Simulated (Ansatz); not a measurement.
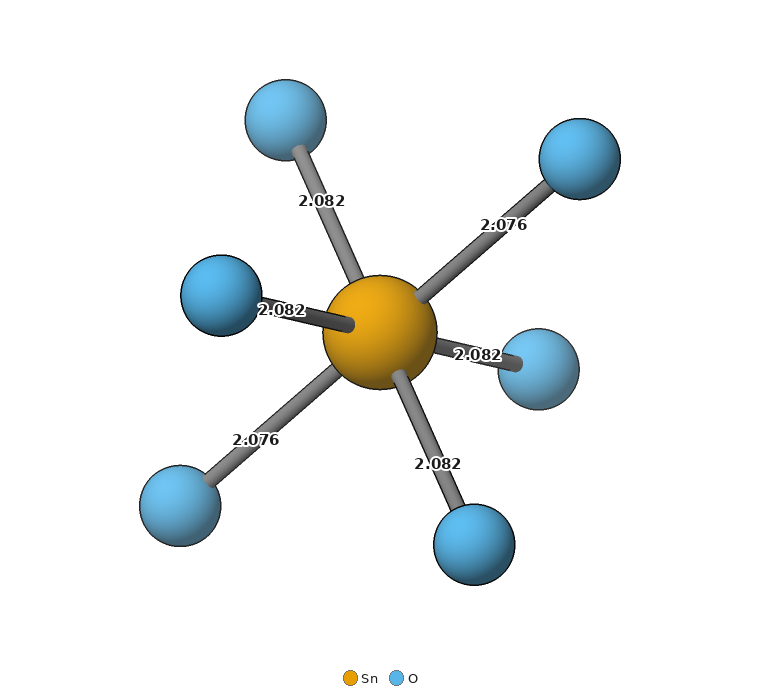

The surroundings of site Sn1 (at 0.000, 0.000, 0.000) in SnO₂ (P4_2/mnm, No. 136), with bond lengths in Å.

Source of the atomic positions: the geometry relaxed with Ansatz, DFT PBE+D3(BJ), scalar-relativistic, plane waves, PAW.

```xyz
6
Lattice="4.7937 0.0000 0.0000 0.0000 4.7937 0.0000 0.0000 0.0000 3.2299" Properties=species:S:1:pos:R:3 pbc="T T T"
Sn    0.0000    0.0000    0.0000
Sn    2.3969    2.3969    1.6150
O     1.4679    1.4679    0.0000
O     0.9290    3.8648    1.6150
O     3.3258    3.3258    0.0000
O     3.8648    0.9290    1.6150
```

Bond valence s = exp((R0 − d)/b), R0 fitted to published crystal structures with b = 0.37 Å; R0 in Å: Sn4+–O 1.887.

Calculate the bond-valence sum of Sn1 from the bonds drawn.

Answer. 2 × 0.600 + 4 × 0.590 = 3.56 v.u., against a formal valence of 4: underbonded (bonds long for this ion) by 0.44.

And over the whole structure?

Answer.
```csv
site,"x, y, z",formal valence,bond-valence sum,difference
Sn1,"0.000, 0.000, 0.000",+4,3.63,-0.37
O1,"0.306, 0.306, 0.000",−2,1.82,-0.18
```

These sums include all anions within 5 Å. The global instability index (root mean square of the differences over all atoms) is 0.26 v.u.: above 0.2, which by the usual rule of thumb marks a strained structure. Cells relaxed with PBE tend to have slightly long bonds, which lowers the sums.
